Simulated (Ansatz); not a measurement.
## A series of single points on CoSi

System: CoSi (8 atoms in the cell).
Method: DFT PBE, scalar-relativistic, plane waves, PAW, no spin polarisation (Ansatz 0.2.0).

The 5 runs differ only in the geometry, by a shift of atoms along one path in a fixed cell. The shift s is measured from run 3: Co3 moves along the Cartesian direction (0.00, 0.00, 1.00), and Co1, Co2 and Co4 with it in fixed proportion. The structure derives from an entry of the Crystallography Open Database.

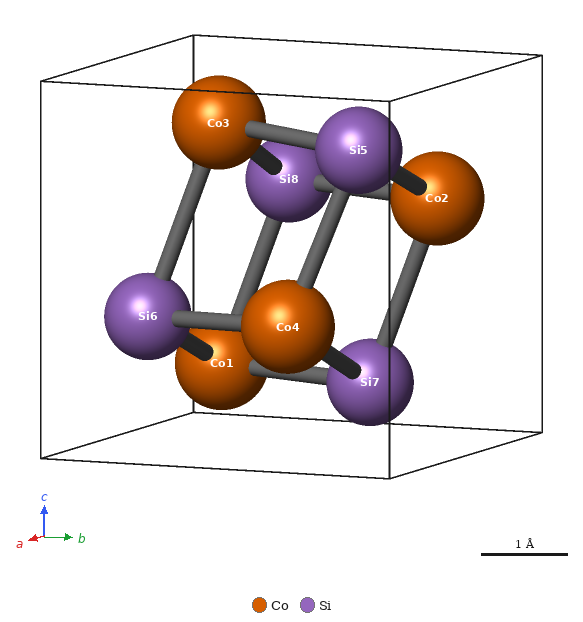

Figure 1. The structure of run 3 (ball-and-stick view of the cell of the calculation, seen slightly off an axis; atoms are numbered from 1 in the order of the input).

### Input of run 3
```yaml
crystal:
  lattice:
    - [4.4308490603, 0.0, 0.0]
    - [0.0, 4.4308490603, 0.0]
    - [0.0, 0.0, 4.4308490603]
  atoms:
    - { symbol: Co, position: [0.1450189116, 0.1450189116, 0.1563034305] }
    - { symbol: Co, position: [0.3549810884, 0.8549810884, 0.6563034305] }
    - { symbol: Co, position: [0.6450189116, 0.3549810884, 0.8662656073] }
    - { symbol: Co, position: [0.8549810884, 0.6450189116, 0.3662656073] }
    - { symbol: Si, position: [0.8431597103, 0.8431597103, 0.8431597103] }
    - { symbol: Si, position: [0.6568402897, 0.1568402897, 0.3431597103] }
    - { symbol: Si, position: [0.3431597103, 0.6568402897, 0.1568402897] }
    - { symbol: Si, position: [0.1568402897, 0.3431597103, 0.6568402897] }
basis:
  ecutwfc: 420
kpoints:
  mp_grid: { grid: [10, 10, 10] }
hamiltonian:
  xc: pbe
scf:
  occupations: { method: gaussian, width: 0.15 }
output:
  forces: true
  stress: true
  eigenvalues: true
```

Command:
```bash
ansatz run input.yaml --threads 2 --pin off --max-ram 5120MiB --backend cpu --events-out ev --progress --plain --runs-dir out
```

Lattice vectors (Å) and fractional positions of run 3:
```
   4.430849    0.000000    0.000000
   0.000000    4.430849    0.000000
   0.000000    0.000000    4.430849
Co  0.145019  0.145019  0.156303
Co  0.354981  0.854981  0.656303
Co  0.645019  0.354981  0.866266
Co  0.854981  0.645019  0.366266
Si  0.843160  0.843160  0.843160
Si  0.656840  0.156840  0.343160
Si  0.343160  0.656840  0.156840
Si  0.156840  0.343160  0.656840
```

Run 4 differs from it as follows:
```diff
-    - { symbol: Co, position: [0.1450189116, 0.1450189116, 0.1563034305] }
-    - { symbol: Co, position: [0.3549810884, 0.8549810884, 0.6563034305] }
-    - { symbol: Co, position: [0.6450189116, 0.3549810884, 0.8662656073] }
-    - { symbol: Co, position: [0.8549810884, 0.6450189116, 0.3662656073] }
+    - { symbol: Co, position: [0.1450189116, 0.1450189116, 0.1788724683] }
+    - { symbol: Co, position: [0.3549810884, 0.8549810884, 0.6788724683] }
+    - { symbol: Co, position: [0.6450189116, 0.3549810884, 0.8888346451] }
+    - { symbol: Co, position: [0.8549810884, 0.6450189116, 0.3888346451] }
```

### Results, with one run withheld

```tsv
run	shift s of Co3 (Å)	free energy per atom, from the lowest run given (meV)	pressure (GPa)	force along the path (eV/Å)
1	−0.2500	76.67	3.86	6.750
2	−0.1500	14.95	0.94	3.210
3	0.0000	0.00	0.22	−1.584
4	0.1000	?	?	?
5	0.1250	57.05	2.94	−5.815
```

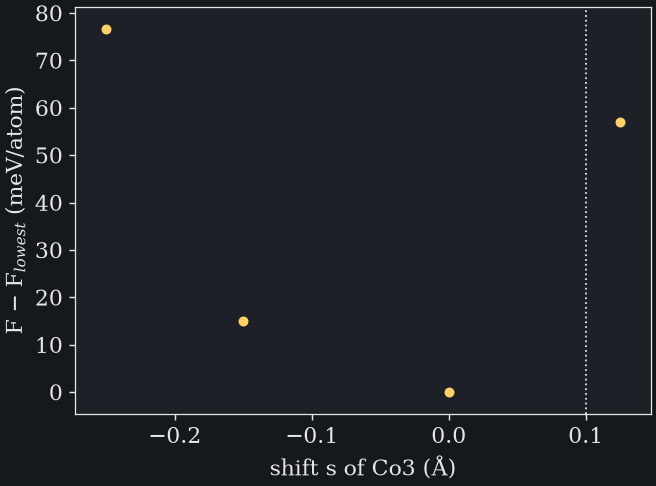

Figure 2. Free energy per atom of the runs given; the dotted line marks run 4.

Estimate the energy of run 4 from the others.

A quadratic polynomial in the coordinate, fitted to the 4 runs given, misses them by at most 0.26 meV per atom. With x = s + 0.0688, it reads F = −4.5587 − 77.539 x + 2042.6 x² (meV per atom). At run 4 it gives 40.55 meV per atom, and the run itself gives 40.29. The slope of the fit gives a force −dF/ds of −4.896 eV/Å along the path (summed over the atoms that move), and the printed forces give −4.917 eV/Å. The fit has its minimum at s = −0.0498 Å.

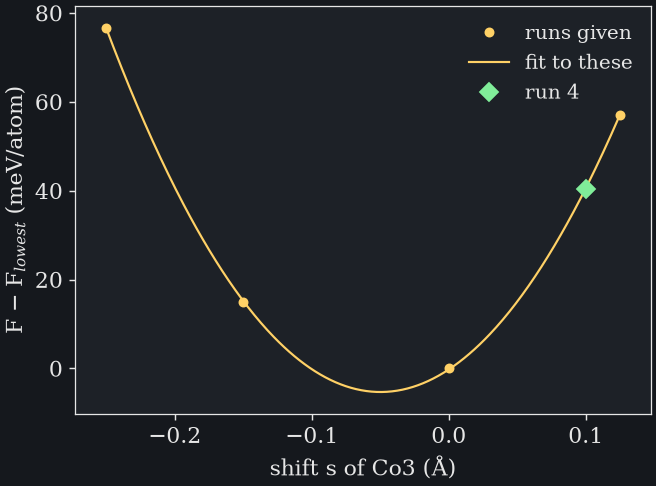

Figure 3. The fit and the withheld run.

### Output, shortened to warnings, some set-up lines, iterations and results (run 4)
```
Basis set: ecut = 420 eV, 1743 PW (Γ), exchange–correlation on 60×60×60 points (8 copies of the dense FFT grid, shifted against one another)
Symmetry: 2 space group operations
k-points: 312 of 1000 (time reversal used)
Initial density: superposition of atomic densities (neutral atoms: chi_scale 0, normalization atom), corrected by the library's trained network
[...]
SCF iter   1: F=—  HF=-23052.338627 eV  |F-HF|=—  |Δ(HF+E_count)|=         —  Δρ=7.10e-3  dr2=1.11e-2  ethr=1.77e-3  ⟨swp⟩=6.7  Hψ=61807  notcnv=0  defer=12
SCF iter   2: F=—  HF=-23052.336110 eV  |F-HF|=—  |Δ(HF+E_count)|=   2.52e-3  Δρ=2.95e-3  dr2=1.93e-3  ethr=1.32e-5  ⟨swp⟩=2.0  Hψ=25317  notcnv=0  defer=11
SCF iter   3: F=—  HF=-23052.335855 eV  |F-HF|=—  |Δ(HF+E_count)|=   2.55e-4  Δρ=9.21e-4  dr2=3.29e-4  ethr=2.30e-6  ⟨swp⟩=2.1  Hψ=20715  notcnv=0  defer=11
SCF iter   4: F=—  HF=-23052.335867 eV  |F-HF|=—  |Δ(HF+E_count)|=   1.20e-5  Δρ=2.89e-4  dr2=3.58e-5  ethr=3.91e-7  ⟨swp⟩=2.7  Hψ=22730  notcnv=0  defer=11
SCF iter   5: F=—  HF=-23052.336116 eV  |F-HF|=—  |Δ(HF+E_count)|=   2.49e-4  Δρ=5.50e-5  dr2=2.04e-6  ethr=4.26e-8  ⟨swp⟩=2.0  Hψ=20352  notcnv=0  defer=11
SCF iter   6: F=—  HF=-23052.336116 eV  |F-HF|=—  |Δ(HF+E_count)|=   3.24e-7  Δρ=1.22e-5  dr2=1.09e-7  ethr=2.43e-9  ⟨swp⟩=2.6  Hψ=23190  notcnv=0  defer=11
SCF iter   7: F=-23052.336116 eV  HF=-23052.336116 eV  |F-HF|=5.85e-9  |Δ(HF+E_count)|=   1.13e-8  Δρ=3.92e-6  dr2=6.32e-9  ethr=1.19e-10  ⟨swp⟩=8.6  Hψ=60216  notcnv=0
SCF 1 converged in 7 iterations: F = -23052.336116 eV  dr2 = 6.32e-9
SCF converged after 7 iterations
Free energy (F): -23052.336116 eV
Harris-Foulkes:  -23052.336116 eV  (|F-HF|=5.85e-9)
Internal energy: -23052.318620 eV  (E = F + TS)
E sigma→0 (E₀):  -23052.327368 eV
Entropy (-TS):   -0.017496 eV (-2.187 meV/atom)
Fermi energy:    16.723640 eV
--- Per-component energies (eV) ---
  E_band       = -947.329297
  E_kinetic    = 2012.278772
  E_local      = -14226.699219  (includes V_loc(G=0)·N_el)
  E_nonlocal   = 1922.374773
  E_hartree    = 6175.312378
  E_xc         = -870.050346
  E_vxc        = -1026.049021  (∫ρ·V_xc dr)
  E_paw        = -8119.480786  (= ΣΔE_a)
  E_vpaw       = -1979.865681  (= ΣTr[D̂ρ^β])
  E_aug_tail   = 0.000317  (compensation charges beyond the density's cutoff)
  E_ewald      = -9946.054509
  E_smearing   = -0.017496  (= −TS)
  E_closure    = -0.000000  (closes the sum)
  Σ components = -23052.336116   (vs F -23052.336116, Δ=0.00e0)
--- Forces (eV/Å), atoms counted from 1 ---
  atom   1  Co     0.05058791    -0.17921882    -1.13892836
  atom   2  Co    -0.05058791     0.17921882    -1.13892836
  atom   3  Co     0.07513629    -0.00219556    -1.31947249
  atom   4  Co    -0.07513629     0.00219556    -1.31947249
  atom   5  Si     0.27165907     0.40276479     1.26633891
  atom   6  Si    -0.27165907    -0.40276479     1.26633891
  atom   7  Si    -0.40298894     0.22510558     1.19207319
  atom   8  Si     0.40298894    -0.22510558     1.19207319
  max |Σ_I F_I| component: 2.25e-5 eV/Å
--- Stress (GPa, compression-positive) ---
        1.002929      -1.802486       0.000000
       -1.802489       1.097209       0.000000
        0.000000       0.000000       4.345640
  P = ⅓ Tr σ = 2.1486 GPa (21.486 kbar)
```

Notes: The run has no spin polarisation, so a magnetic state may lie lower.
